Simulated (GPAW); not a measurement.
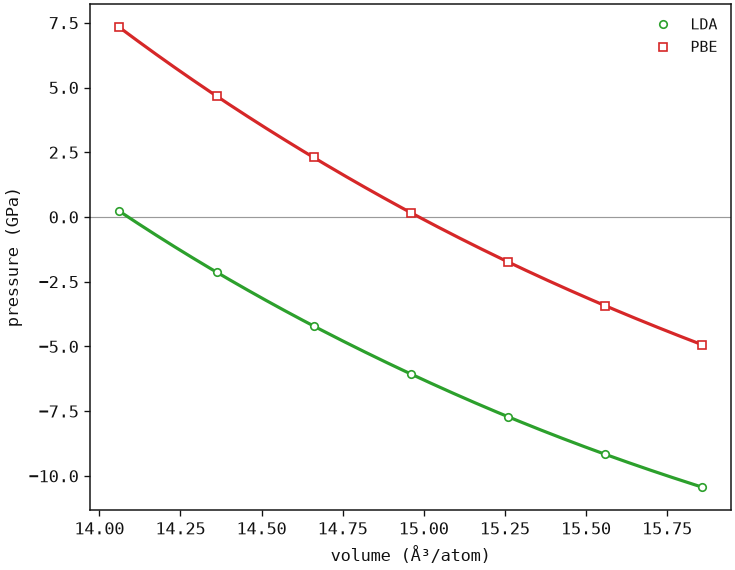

The figure shows the pressure against volume, with one curve for each functional, for Al₂Cu (space group I4/mcm).

How it was computed, with GPAW 26.7.0: PAW DFT in plane waves, on a grid or in atomic orbitals, no spin polarisation; energies at scaled volumes of the given cell, shape and fractions fixed, counted from the fit's minimum, third-order Birch-Murnaghan fit. All runs: no spin polarisation.

```csv
setting,value
k mesh,6×6×6
occupations,Fermi–Dirac
smearing width,0.05 eV
potentials,GPAW PAW data sets (gpaw data 1.2.1)
wave cutoff,600 eV
```

**Order the curves by fitted equilibrium volume, smallest first.**

LDA 14.098, PBE 14.995 Å³/atom.

**Order the curves by fitted bulk modulus, smallest first.**

PBE 99.2, LDA 116.2 GPa.

**For LDA: read off the course of the pressure.**

It falls from 0.22 GPa at volume 14.06 Å³/atom to −10.43 GPa at 15.86 Å³/atom, and changes sign near 14.09 Å³/atom.

Caveats: the fit and the printed pressures don't fully agree, or the minimum lies near the end of the range (LDA); shape and atomic fractions are frozen while scaling, which makes layered, chain and framework solids too stiff.
